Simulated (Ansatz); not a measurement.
Input

```
crystal:
  lattice:
    - [-4.6258169325, 0.0, 0.0]
    - [-2.3129084662, -4.0060749768, 0.0]
    - [0.0, 0.0, 14.3224973438]
  atoms:
    - { symbol: "N", position: [0.3333333333, 0.3333333333, 0.8950696407] }
    - { symbol: "N", position: [0.3333333333, 0.3333333333, 0.4055426746] }
    - { symbol: "N", position: [0.3333333333, 0.3333333333, 0.8182747407] }
    - { symbol: "N", position: [0.3333333333, 0.3333333333, 0.3287477746] }
    - { symbol: "N", position: [0.6666666667, 0.6666666667, 0.1607791915] }
    - { symbol: "N", position: [0.6666666667, 0.6666666667, 0.6503061576] }
    - { symbol: "N", position: [0.6666666667, 0.6666666667, 0.0839842915] }
    - { symbol: "N", position: [0.6666666667, 0.6666666667, 0.5735112577] }
basis:
  ecutwfc: 520.0
kpoints:
  mp_grid: { grid: [6, 6, 2] }
hamiltonian:
  xc: pbesol
scf:
  occupations: { method: gaussian, width: 0.05 }
output:
  forces: true
  stress: true
  eigenvalues: true
  write_density: true
  write_potential: true
  elf: true
  volumetric_format: npy
```

Command:

```sh
ansatz run input.yaml --threads 2 --pin off --max-ram 4096MiB --backend cpu --events-out ev --progress --plain --runs-dir out
```

Below, planes, directions and counts refer to the conventional cell (a = 4.63 Å, b = 4.63 Å, c = 14.32 Å, α = 90.00°, β = 90.00°, γ = 120.00°).

Space group P-3m1; a structure from a database of computed crystals, not necessarily the ambient phase.

These are results of DFT PBEsol, scalar-relativistic, plane waves, PAW (Ansatz 0.2.0), not measurements.

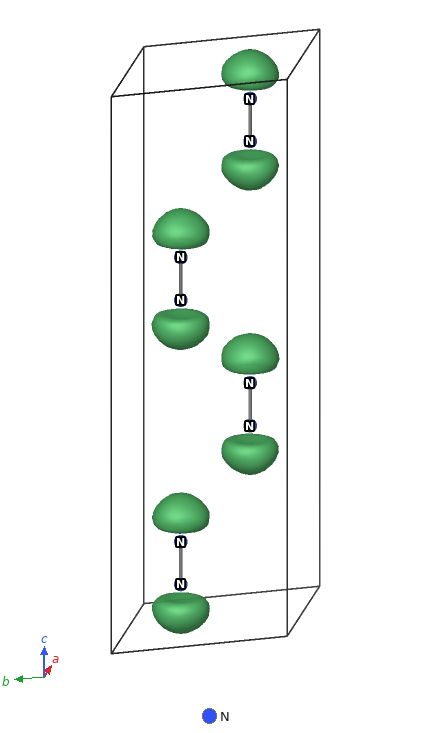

N. Isosurface of the electron localisation function at 0.9 (green), seen at an oblique angle. Only the valence region is drawn (cores and ρ < 0.01 e/Å³ removed). Sticks mark near contacts.

In a PAW calculation such maps are meaningful between the atoms, not at the nuclei.

> What do the ELF domains correspond to?

The ELF exceeds this value in eight lobes on N, pointing away from the bonds (lone pairs), counted in one cell of 8 atoms. Any copies at cell faces, edges or corners count once. Profiles from the grid: N–N (1.10 Å): the ELF peaks at about 0.85 between the atoms (inside overlapping PAW spheres, so only a guide) (a short, multiple covalent bond).

> Does the calculation give a band gap?

It is gapped, with a Kohn–Sham gap of 7.4 eV on the k-point mesh (the band edges may lie off the mesh, which would make the gap smaller).
